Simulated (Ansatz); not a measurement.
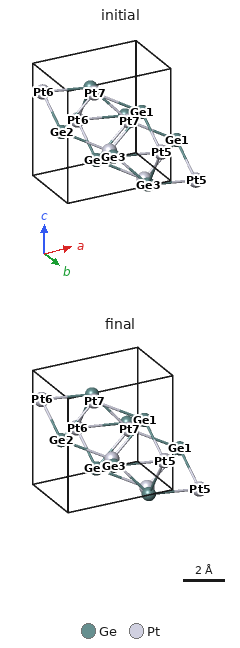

The structure of a crystal of GePt (set up in Pnma) before (top) and after (bottom) a relaxation, at one scale.

A ball-and-stick model of the cell of the calculation, repeated 1 × 2 × 1 with one cell outlined, seen from a free direction.

All numbers below come from DFT PBE, scalar-relativistic, plane waves, PAW in Ansatz. (plane-wave cutoff 420 eV; k-point mesh 6 × 10 × 6; occupations gaussian; smearing width 0.1 eV; no spin polarisation; cell and atoms relaxed; force threshold 0.005 eV/Å; at most 80 steps)

**What changed between the two?**

The largest moves relative to the cell, 0.070 Å, are those of Pt atoms. By element the largest moves are Pt 0.070 Å, Ge 0.050 Å. Cell: a 5.732 → 5.827 Å (+1.7 %), b 3.701 → 3.745 Å (+1.2 %), c 6.088 → 6.191 Å (+1.7 %). Volume +4.6 %. Near-neighbour distances that change, for instance: Ge–Pt 2.587 → 2.702 Å, Ge–Pt 2.628 → 2.678 Å, Ge–Pt 2.504 → 2.512 Å. Bond angles that change, for instance: Pt–Ge–Pt 91.3° → 87.7°, Ge–Pt–Ge 91.3° → 87.7°, Ge–Pt–Ge 161.1° → 157.5°. The space group stays Pnma (No. 62). After 6 accepted moves (7 points after the start) the energy has fallen by 0.203 eV per cell of the calculation. The largest force component goes from 0.44 to 0.0018 eV/Å. The pressure goes from 8.00 to −0.01 GPa. The SCF was repeated once at an unchanged geometry on a basis and grid sized afresh for the cell, which shifted the energy by 2.1 meV per cell of the calculation at most.
